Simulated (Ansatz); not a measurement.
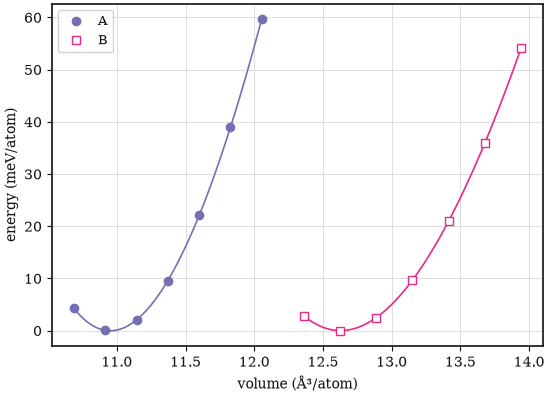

The figure compares two calculations of the energy against volume, each curve from its own zero. The first is for SnO₂, space group Fm-3m (No. 225).

The cell holds 3 atoms.

Computed with Ansatz 0.2.0: all-electron LAPW DFT, no spin polarisation; energies at scaled volumes of the given cell, shape and fractions fixed, counted from the fit's minimum, third-order Birch-Murnaghan fit. Level: PBEsol.

| setting | value |
| --- | --- |
| k mesh | 9×9×9 |
| occupations | Fermi–Dirac |
| smearing width | 0.05 eV |
| potentials | all electron LAPW, scalar relativistic |
| program settings | basis error eV/atom 0.002 |

In the second, Sn is replaced by Pb on all its sites, which gives PbO₂ in the same structure.

Q: Which of A and B is the second calculation, and what did the change do?

A: B. The equilibrium volume rises from 10.95 to 12.63 Å³/atom (+15 %) and the bulk modulus falls from 206 to 155 GPa (−25 %).

For PbO₂, limits of the calculation: spin-orbit coupling left out, heavy elements.

V0 and the bulk modulus come from third-order Birch–Murnaghan fits.
